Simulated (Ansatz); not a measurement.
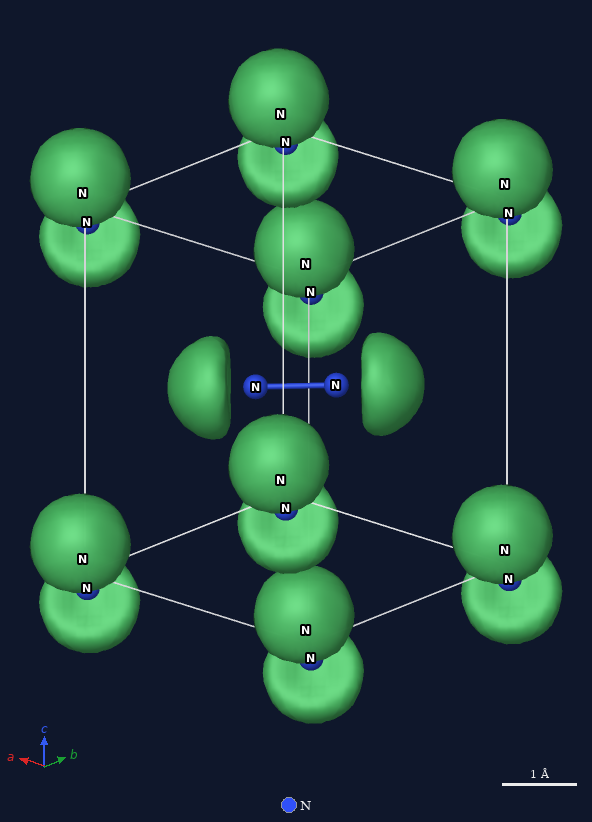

*N. Isosurface of the electron localisation function at 0.9 (green), seen at an oblique angle. Core shells and regions of very low density are left out. Sticks mark near contacts.*

Space group P4₂/mnm; a structure from a database of computed crystals, not necessarily the ambient phase; not relaxed (largest force 0.9 eV/Å).

These are results of Kohn-Sham DFT of a periodic cell, PBEsol, Ansatz PAW (Ansatz 0.2.0), not measurements.

Core electrons are frozen (PAW), and the valence fields are smoothed inside the atomic spheres.

Question: Describe the localisation domains.

Answer: At this value the surface marks out four lobes on N, pointing away from the bonds (lone pairs), counted in one cell of 4 atoms. Any copies at cell faces, edges or corners count once.

Values along the shortest contacts:
N–N (1.11 Å): the ELF peaks at about 0.85 between the atoms (inside overlapping PAW spheres, so only a guide) (a short, multiple covalent bond).
